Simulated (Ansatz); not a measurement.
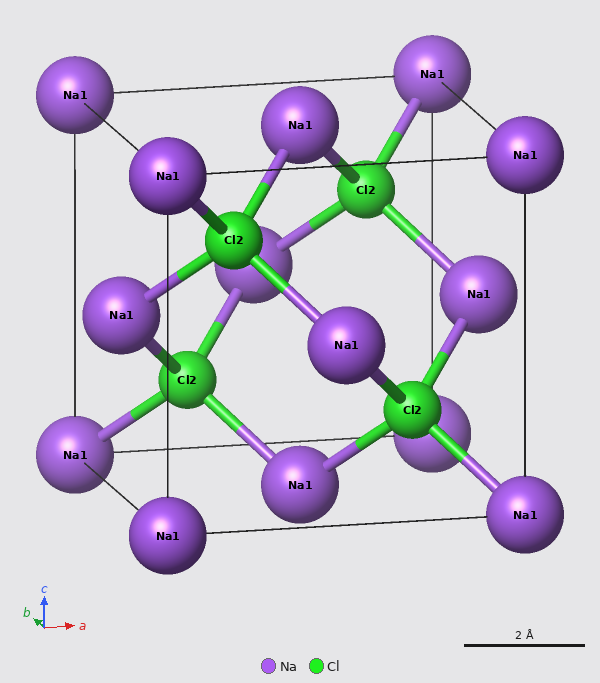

Reference structure: solid NaCl (built on the zincblende type) at its r2SCAN-relaxed geometry. Style: ball-and-stick. Shown: the conventional cell (4 times the calculation's cell), slightly off an axis. Lengths and directions refer to the drawn axes.

Theory: DFT, PBE, plane waves, PAW in Ansatz 0.2.0. Settings: plane-wave cutoff 420 eV; k-point mesh 8 × 8 × 8; occupations fermi dirac; smearing width 0.02 eV; no spin polarisation.

Change: All lengths are scaled by −2.5 % (volume −7.3 %). The atoms were relaxed with r2SCAN under that strain, and this is a single point on that geometry.

Input file:
```yaml
crystal:
  lattice:
    - [0.0, 3.0100910318, 3.0100910318]
    - [3.0100910318, 0.0, 3.0100910318]
    - [3.0100910318, 3.0100910318, 0.0]
  atoms:
    - { symbol: Na, position: [0.0, 0.0, 0.0] }
    - { symbol: Cl, position: [0.25, 0.25, 0.25] }
kpoints:
  mp_grid: { grid: [8, 8, 8] }
  band_path:
    path:
      - [0.0, 0.0, 0.0]
      - [-0.5, -0.5, 0.0]
      - [-0.375, -0.375, 0.25]
      - [-0.375, 0.0, 0.375]
      - [0.0, 0.0, 0.5]
      - [-0.5, -0.25, 0.25]
    npoints: 1
hamiltonian:
  xc: pbe
scf:
  occupations: { method: fermi_dirac, width: 0.02 }
  n_extra_bands: 4
output:
  forces: true
  stress: true
  eigenvalues: true
```

Q: What is the effect?

A: Near-neighbour distances before and after: Cl–Na 2.674 → 2.607 Å. The space group stays F-43m (No. 216). It costs 20.6 meV per atom. Pressure: 0.7 GPa before, 2.5 GPa after. All forces vanish by symmetry.

Drawn alike, the variant:

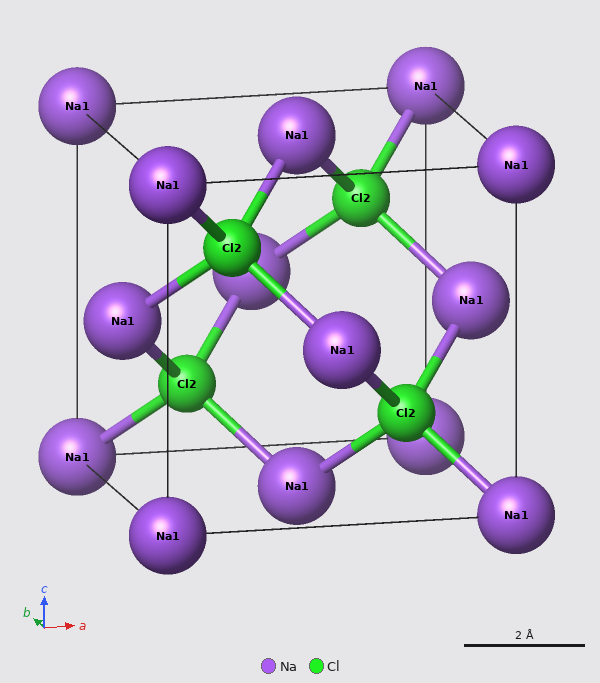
